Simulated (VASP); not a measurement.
# Quasiparticle energies of CdSe (Cadmoselite) in VASP

Aim: the quasiparticle gap of CdSe (Cadmoselite), and what it costs to get it. The cell is of the wurtzite type, one of the forms listed for this formula. The start is a cell from a database of measured crystal structures.

Program: VASP 6.6.1. Level of theory: PBE; plane waves and PAW (Cd_GW, Se_GW), in the first sound run; inputs show where later runs differ. Results are calculated unless marked as measured.

The database entry behind the starting cell differs from later determinations by our own check (inner coordinate of an old entry), so it need not match the best structure at ambient conditions.

## (1) The structure

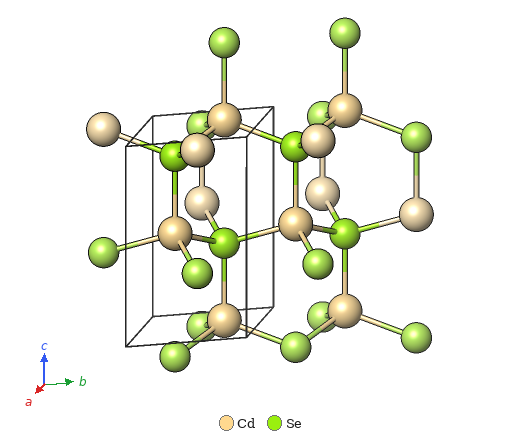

Start, viewed slightly off an axis; cadmium orange, selenium green. 1×2×1 cells are drawn. Some periodic images of atoms are drawn too.

## (2) Ground state

The orbitals come from a self-consistent PBE run with a tight EDIFF and a narrow smearing. KPOINTS_OPT adds the bands along a path, which shows whether the mesh holds the band edges.

INCAR

```
SYSTEM = CdSe
PREC = Accurate
ENCUT = 300
EDIFF = 1E-08
NELM = 100
ISMEAR = 0
SIGMA = 0.01
LREAL = .FALSE.
ALGO = Normal
GGA = PE
NBANDS = 24
LORBIT = 11
LWAVE = .TRUE.
LCHARG = .FALSE.
KPAR = 2
```

POSCAR

```
CdSe
1.0
    4.3000000000      0.0000000000      0.0000000000
   -2.1500000000      3.7239092363      0.0000000000
    0.0000000000      0.0000000000      7.0200000000
Cd Se
2 2
Direct
    0.3333333333      0.6666666667      0.0000000000
    0.6666666667      0.3333333333      0.5000000000
    0.3333333333      0.6666666667      0.3850000000
    0.6666666667      0.3333333333      0.8850000000
```

KPOINTS

```
Automatic mesh
0
Gamma
3 3 2
0 0 0
```

KPOINTS_OPT

```
Line mode
12
Line-mode
Reciprocal
  0.00000000   0.00000000   0.00000000 GAMMA
  0.50000000   0.00000000   0.00000000 M

  0.50000000   0.00000000   0.00000000 M
  0.33333333   0.33333333   0.00000000 K

  0.33333333   0.33333333   0.00000000 K
  0.00000000   0.00000000   0.00000000 GAMMA

  0.00000000   0.00000000   0.00000000 GAMMA
  0.00000000   0.00000000   0.50000000 A

  0.00000000   0.00000000   0.50000000 A
  0.50000000   0.00000000   0.50000000 L

  0.50000000   0.00000000   0.50000000 L
  0.33333333   0.33333333   0.50000000 H

  0.33333333   0.33333333   0.50000000 H
  0.00000000   0.00000000   0.50000000 A

  0.50000000   0.00000000   0.50000000 L
  0.50000000   0.00000000   0.00000000 M

  0.33333333   0.33333333   0.00000000 K
  0.33333333   0.33333333   0.50000000 H
```

PAW data sets: Cd_GW and Se_GW (PBE family, release 64).

Run with:

```sh
$ mpirun -np 8 vasp_std
```

What it wrote:

```text
[banner, memory and clock lines left out]
running    8 mpi-ranks, on    1 nodes
 distrk:  each k-point on    4 cores,    2 groups
 distr:  one band on    1 cores,    4 groups

 POSCAR found type information on POSCAR CdSe
 POSCAR found :  2 types and       4 ions
|                                                                             |
|           W    W    AA    RRRRR   N    N  II  N    N   GGGG   !!!           |
|           W    W   A  A   R    R  NN   N  II  NN   N  G    G  !!!           |
|           W    W  A    A  R    R  N N  N  II  N N  N  G       !!!           |
|           W WW W  AAAAAA  RRRRR   N  N N  II  N  N N  G  GGG   !            |
|           WW  WW  A    A  R   R   N   NN  II  N   NN  G    G                |
|           W    W  A    A  R    R  N    N  II  N    N   GGGG   !!!           |
|                                                                             |
|     For optimal performance we recommend to set                             |
|       NCORE = 2 up to number-of-cores-per-socket                            |
|     NCORE specifies how many cores store one orbital (NPAR=cpu/NCORE).      |
|     This setting can greatly improve the performance of VASP for DFT.       |
|     The default, NCORE=1 might be grossly inefficient on modern             |
|     multi-core architectures or massively parallel machines. Do your        |
|     Unfortunately you need to use the default for GW and RPA                |
|     calculations (for HF NCORE is supported but not extensively tested      |
|     yet).                                                                   |
|                                                                             |

 LDA part: xc-table for (Slater+PW92), standard interpolation
 POSCAR, INCAR and KPOINTS ok, starting setup
 FFT: planning ... GRIDC
 FFT: planning ... GRID_SOFT
 FFT: planning ... GRID
 WAVECAR not read
 entering main loop
       N       E                     dE             d eps       ncg     rms          rms(c)
DAV:   1     0.180823432698E+03    0.18082E+03   -0.12978E+04   312   0.907E+02
DAV:   2    -0.153269019189E+01   -0.18236E+03   -0.17833E+03   440   0.317E+02
DAV:   3    -0.111855111982E+02   -0.96528E+01   -0.96044E+01   400   0.678E+01
DAV:   4    -0.115803028757E+02   -0.39479E+00   -0.39458E+00   456   0.157E+01
DAV:   5    -0.115900607451E+02   -0.97579E-02   -0.97574E-02   416   0.210E+00    0.882E+00
DAV:   6    -0.108043103982E+02    0.78575E+00   -0.13387E+00   376   0.114E+01    0.691E+00
DAV:   7    -0.107602027071E+02    0.44108E-01   -0.82150E-01   360   0.476E+00    0.205E+00
DAV:   8    -0.107546726481E+02    0.55301E-02   -0.10093E-01   384   0.292E+00    0.395E-01
DAV:   9    -0.107546885200E+02   -0.15872E-04   -0.13163E-02   392   0.134E+00    0.735E-02
DAV:  10    -0.107546611198E+02    0.27400E-04   -0.18758E-03   392   0.482E-01    0.387E-02
DAV:  11    -0.107547103888E+02   -0.49269E-04   -0.27666E-04   384   0.133E-01    0.109E-02
DAV:  12    -0.107547149808E+02   -0.45920E-05   -0.52800E-05   456   0.585E-02    0.902E-03
DAV:  13    -0.107547150956E+02   -0.11476E-06   -0.22333E-05   376   0.444E-02    0.221E-03
DAV:  14    -0.107547155610E+02   -0.46541E-06   -0.16183E-06   400   0.802E-03    0.856E-04
DAV:  15    -0.107547155177E+02    0.43272E-07   -0.21554E-07   440   0.377E-03    0.410E-04
DAV:  16    -0.107547155076E+02    0.10142E-07   -0.19776E-08   320   0.110E-03    0.150E-04
DAV:  17    -0.107547155258E+02   -0.18223E-07   -0.40435E-09   280   0.765E-04    0.619E-05
DAV:  18    -0.107547155274E+02   -0.16112E-08   -0.69570E-10   256   0.320E-04
   1 F= -.10754716E+02 E0= -.10754716E+02  d E =-.508408E-44
 Start KPOINTS_OPT (optional k-point list driver)
k-point batch [1-6\108]
       N       E                     dE             ncg
DAV:   1     0.343239792450E+03   -0.60902E+03      288
DAV:   2    -0.783928884121E+03   -0.11272E+04      440
DAV:   3    -0.846452682335E+03   -0.62524E+02      432
DAV:   4    -0.848457790958E+03   -0.20051E+01      416
DAV:   5    -0.848550457528E+03   -0.92667E-01      464
DAV:   6    -0.848552367364E+03   -0.19098E-02      416
DAV:   7    -0.848552448206E+03   -0.80842E-04      488
DAV:   8    -0.848552450300E+03   -0.20940E-05      432
DAV:   9    -0.848552450378E+03   -0.78020E-07      392
DAV:  10    -0.848552450383E+03   -0.49087E-08      304
[...]
k-point batch [103-108\108]
       N       E                     dE             ncg
DAV:   1     0.244087977744E+03   -0.48829E+04      296
DAV:   2    -0.857191469255E+03   -0.11013E+04      424
DAV:   3    -0.919124221366E+03   -0.61933E+02      424
DAV:   4    -0.921703014021E+03   -0.25788E+01      408
DAV:   5    -0.921797084356E+03   -0.94070E-01      432
DAV:   6    -0.921799724376E+03   -0.26400E-02      416
DAV:   7    -0.921799805693E+03   -0.81317E-04      448
DAV:   8    -0.921799808111E+03   -0.24187E-05      416
DAV:   9    -0.921799808194E+03   -0.82074E-07      392
DAV:  10    -0.921799808196E+03   -0.24838E-08      256
 writing wavefunctions
```

Elapsed: 14 s, on 8 MPI ranks of Intel Xeon Platinum 8259CL at 2.50GHz (Skylake/Cascade Lake), shared host; peak memory 0.98 GiB; 89 s of CPU time.

The logs omit lines about the potential files and the build; timing stands in the text.

OUTCAR, selected parts (step 2):

```text
ion  position               nearest neighbor table
   1  0.333  0.667  0.000-   4 2.61   4 2.61   4 2.61   3 2.70
   2  0.667  0.333  0.500-   3 2.61   3 2.61   3 2.61   4 2.70
   3  0.333  0.667  0.385-   2 2.61   2 2.61   2 2.61   1 2.70
   4  0.667  0.333  0.885-   1 2.61   1 2.61   1 2.61   2 2.70

  LATTYP: Found a hexagonal cell.
 ALAT       =     4.3000000000
 C/A-ratio  =     1.6325581395

 Subroutine GETGRP returns: Found 12 space group operations
 (whereof  6 operations were pure point group operations)

The static configuration has the point symmetry C_3v.
 The point group associated with its full space group is C_6v.

 Found      6 irreducible k-points:

   k-points           NKPTS =      6   k-points in BZ     NKDIM =      6   number of bands    NBANDS=     24

   dimension x,y,z NGX =    24 NGY =   24 NGZ =   40
   dimension x,y,z NGXF=    48 NGYF=   48 NGZF=   80

   ENCUT  =  300.0 eV  22.05 Ry    4.70 a.u.   6.07  6.07  9.91*2*pi/ulx,y,z

   NELECT =      36.0000    total number of electrons

 k-points in reciprocal lattice and weights: Automatic mesh
   0.00000000  0.00000000  0.00000000       0.056
   0.33333333 -0.00000000  0.00000000       0.333
   0.33333333  0.33333333  0.00000000       0.111
   0.00000000  0.00000000  0.50000000       0.056
   0.33333333 -0.00000000  0.50000000       0.333
   0.33333333  0.33333333  0.50000000       0.111

 average (electrostatic) potential at core
       1 -69.4507       2 -69.4507       3 -55.1698       4 -55.1698

 E-fermi :   2.2558

 k-point     1 :       0.0000    0.0000    0.0000
  band No.  band energies     occupation
    ...
     14       1.4373      2.00000
     15       1.4373      2.00000
     16       2.1398      2.00000
     17       2.1586      2.00000
     18       2.1586      2.00000
     19       2.8202      0.00000
     20       4.2314      0.00000
     21       8.0002      0.00000
     22       8.0002      0.00000
     23       8.2541      0.00000
    ...

 k-point     2 :       0.3333   -0.0000    0.0000
  band No.  band energies     occupation
    ...
     14      -0.9357      2.00000
     15      -0.4997      2.00000
     16       0.5404      2.00000
     17       1.3811      2.00000
     18       1.5203      2.00000
     19       5.1351      0.00000
     20       5.5445      0.00000
     21       7.2323      0.00000
     22       7.9697      0.00000
     23       8.7961      0.00000
    ...

 k-point     3 :       0.3333    0.3333    0.0000
  band No.  band energies     occupation
    ...
     14      -1.7125      2.00000
     15      -0.9207      2.00000
     16       0.3535      2.00000
     17       0.3535      2.00000
     18       0.3673      2.00000
     19       6.5188      0.00000
     20       6.9285      0.00000
     21       6.9285      0.00000
     22       9.1776      0.00000
     23       9.1776      0.00000
    ...

  Total        3.0312585      3.0312585      0.8795997      0.0000000      0.0000000      0.0000000
  in kB       43.2044914     43.2044915     12.5369248      0.0000000      0.0000000      0.0000000
  external PRESSURE =      32.9819692 kB  Pullay stress =       0.0000000 kB

  energy-cutoff  :      300.00
  volume of cell :      112.41
      direct lattice vectors                 reciprocal lattice vectors
     4.300000000  0.000000000  0.000000000     0.232558140  0.134267504  0.000000000
    -2.150000000  3.723909236  0.000000000     0.000000000  0.268535009  0.000000000
     0.000000000  0.000000000  7.020000000     0.000000000  0.000000000  0.142450142

 POSITION                                       TOTAL-FORCE (eV/Angst)
 -----------------------------------------------------------------------------------
     -0.00000      2.48261      0.00000         0.000000      0.000000      0.338378
      2.15000      1.24130      3.51000        -0.000000     -0.000000      0.338378
     -0.00000      2.48261      2.70270         0.000000      0.000000     -0.338378
      2.15000      1.24130      6.21270        -0.000000     -0.000000     -0.338378
 -----------------------------------------------------------------------------------
    total drift:                               -0.000000     -0.000000     -0.000969

  FREE ENERGIE OF THE ION-ELECTRON SYSTEM (eV)
  ---------------------------------------------------
  free  energy   TOTEN  =       -10.7547155274 eV

  energy  without entropy=      -10.7547155274  energy(sigma->0) =      -10.75471553

 total charge
# of ion       s       p       d       f       tot
--------------------------------------------------
    1        0.506   0.412   9.693   0.019  10.630
    2        0.506   0.412   9.693   0.019  10.630
    3        1.422   2.378   0.022   0.000   3.822
    4        1.422   2.378   0.022   0.000   3.822
--------------------------------------------------
tot          3.857   5.579  19.429   0.038  28.904

[... 3 further parts left out ...]
```

Numbers from this step:

```yaml
free_energy_toten: -10.75 eV
fermi_energy: 2.256 eV
pressure: 3.298 GPa
least_gap_on_mesh_and_path: 0.6616 eV
least_direct_gap_on_mesh_and_path: 0.6616 eV
```

The highest empty bands on the path are converged less tightly, to about 0.1 eV. The electronic bands at the labelled points (eV, zero at the valence-band top; v1 is the highest filled band, c1 the lowest empty one):

```tsv
point	v4	v3	v2	v1	c1	c2	c3	c4
Γ	-0.72	-0.02	0.00	0.00	0.66	2.07	5.84	5.84
M	-2.58	-1.87	-1.25	-0.84	3.20	3.27	4.78	6.13
K	-3.08	-1.81	-1.81	-1.79	4.36	4.77	4.77	7.02
Γ	-0.72	-0.02	0.00	0.00	0.66	2.07	5.84	5.84
A	-0.38	-0.38	-0.38	-0.38	2.30	2.30	5.79	5.79
L	-1.39	-1.39	-1.30	-1.30	2.96	2.96	4.75	4.75
H	-2.50	-2.50	-1.07	-1.07	3.76	3.76	5.90	5.90
A	-0.38	-0.38	-0.38	-0.38	2.30	2.30	5.79	5.79
jump to L	-1.39	-1.39	-1.30	-1.30	2.96	2.96	4.75	4.75
M	-2.58	-1.87	-1.25	-0.84	3.20	3.27	4.78	6.13
jump to K	-3.08	-1.81	-1.81	-1.79	4.36	4.77	4.77	7.02
H	-2.50	-2.50	-1.07	-1.07	3.76	3.76	5.90	5.90
```

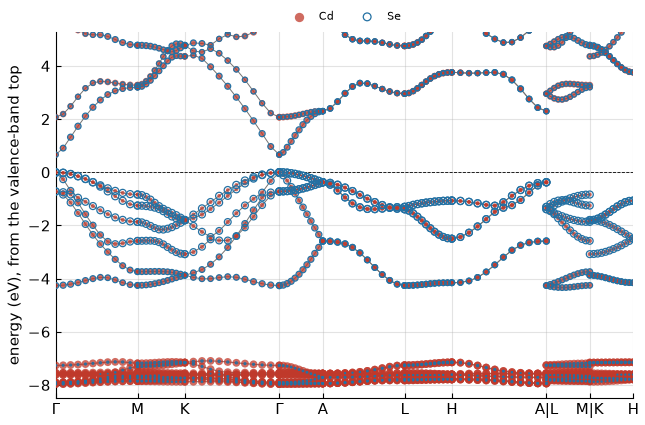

Electronic bands along the path; dots are coloured as in the legend, and their area grows with the weight.

The cell has a gap of 0.662 eV on mesh and path and a pressure of +3.3 GPa, which holds the misfit of the given cell and coordinates with this functional, and any error of cutoff, mesh and data sets. Spin-orbit coupling is left out, which can shift or reorder these edges. Forces of up to 0.34 eV/Å remain in these settings.

## (3) Empty bands

ALGO = Exact makes the empty bands from the converged ground state in one step. LOPTICS writes the k-derivatives of the orbitals (WAVEDER), which give the long-wavelength limit of the screening.

INCAR

```
SYSTEM = CdSe
PREC = Accurate
ENCUT = 300
ISMEAR = 0
SIGMA = 0.01
LREAL = .FALSE.
GGA = PE
NBANDS = 256
ALGO = Exact
NELM = 1
LWAVE = .TRUE.
LCHARG = .FALSE.
LOPTICS = .TRUE.
NEDOS = 1000
CSHIFT = 0.1
```

POSCAR is that of step 2.

KPOINTS is that of step 2.

Run with:

```sh
$ mpirun -np 8 vasp_std
```

What it wrote:

```text
[banner, memory and clock lines left out]
running    8 mpi-ranks, on    1 nodes
 distrk:  each k-point on    8 cores,    1 groups
 distr:  one band on    1 cores,    8 groups

 POSCAR found type information on POSCAR CdSe
 POSCAR found :  2 types and       4 ions
 [... a notice as in an earlier step ...]

 LDA part: xc-table for (Slater+PW92), standard interpolation
 found WAVECAR, reading the header
  number of bands has changed, file:    24 present:   256
  trying to continue reading WAVECAR, but it might fail
 POSCAR, INCAR and KPOINTS ok, starting setup
 FFT: planning ... GRIDC
 FFT: planning ... GRID_SOFT
 FFT: planning ... GRID
 reading WAVECAR
 random initialization beyond band           24
 the WAVECAR file was read successfully
 initial charge from wavefunction
 entering main loop
       N       E                     dE             d eps       ncg     rms          rms(c)
DIA:   1    -0.107547155314E+02   -0.10755E+02    0.00000E+00     0   0.000E+00
   1 F= -.10754716E+02 E0= -.10754716E+02  d E =-.291596E-45
 writing wavefunctions
 optical routines
 imaginary and real dielectric function
 recalculating local potential from charge density
 direction            1
 direction            2
 direction            3
```

The job ended after 9.6 s (8 MPI ranks; peak memory 1.3 GiB; 58 s of CPU time).

Parts of OUTCAR (step 3):

```text
 Found      6 irreducible k-points:

   k-points           NKPTS =      6   k-points in BZ     NKDIM =      6   number of bands    NBANDS=    256

   NELECT =      36.0000    total number of electrons

 E-fermi :   2.2573

 k-point     1 :       0.0000    0.0000    0.0000
  band No.  band energies     occupation
    ...
     14       1.4373      2.00000
     15       1.4373      2.00000
     16       2.1398      2.00000
     17       2.1585      2.00000
     18       2.1585      2.00000
     19       2.8202      0.00000
     20       4.2314      0.00000
     21       8.0002      0.00000
     22       8.0002      0.00000
     23       8.2541      0.00000
    ...

 k-point     2 :       0.3333   -0.0000    0.0000
  band No.  band energies     occupation
    ...
     14      -0.9357      2.00000
     15      -0.4997      2.00000
     16       0.5403      2.00000
     17       1.3811      2.00000
     18       1.5203      2.00000
     19       5.1351      0.00000
     20       5.5445      0.00000
     21       7.2323      0.00000
     22       7.9697      0.00000
     23       8.7961      0.00000
    ...

  Total        3.0308275      3.0308275      0.8791898      0.0000000      0.0000000      0.0000000
  in kB       43.1983487     43.1983487     12.5310821      0.0000000      0.0000000      0.0000000
  external PRESSURE =      32.9759265 kB  Pullay stress =       0.0000000 kB

 POSITION                                       TOTAL-FORCE (eV/Angst)
 -----------------------------------------------------------------------------------
     -0.00000      2.48261      0.00000        -0.000000      0.000000      0.338378
      2.15000      1.24130      3.51000         0.000000     -0.000000      0.338378
     -0.00000      2.48261      2.70270        -0.000000      0.000000     -0.338378
      2.15000      1.24130      6.21270         0.000000      0.000000     -0.338378
 -----------------------------------------------------------------------------------
    total drift:                               -0.000000     -0.000000     -0.000950

  FREE ENERGIE OF THE ION-ELECTRON SYSTEM (eV)
  ---------------------------------------------------
  free  energy   TOTEN  =       -10.7547155314 eV

  energy  without entropy=      -10.7547155314  energy(sigma->0) =      -10.75471553

 plasma frequency squared (from intraband transitions) (eV^2)
  --------------------------------------------------------------------------------------
       0.000       0.000       0.000
       0.000       0.000       0.000
       0.000       0.000       0.000

[... 11 parts as in an earlier step ...]

[... 2 further parts left out ...]
```

WAVECAR now holds 256 bands for 36 electrons. Its independent-particle dielectric tensor has xx, yy, zz = 55.9, 55.9, 47.4 on this mesh, which isn't tested for convergence in mesh or bands and lacks local fields. A value this large is set by the few k points at the smallest gap, and it enters the screening of any GW step.

(Continued in part 2 of 2.)

[Lines on the potential files, build, host, timing and source positions are cut from VASP's logs without a mark.]

[Logs are printed without paths, hosts, clocks, repeated set-up lines and the standing remarks that a program may print on its own settings, such as how far it seeks lower states.]

[Hosts, paths, dates, database ids (printed as entryN), source tags and the programs' standing remarks are cut or masked in the printed files.]

[Pressures printed for these runs are not shown converged in the cutoff: they can be off by several GPa and have the wrong sign.]
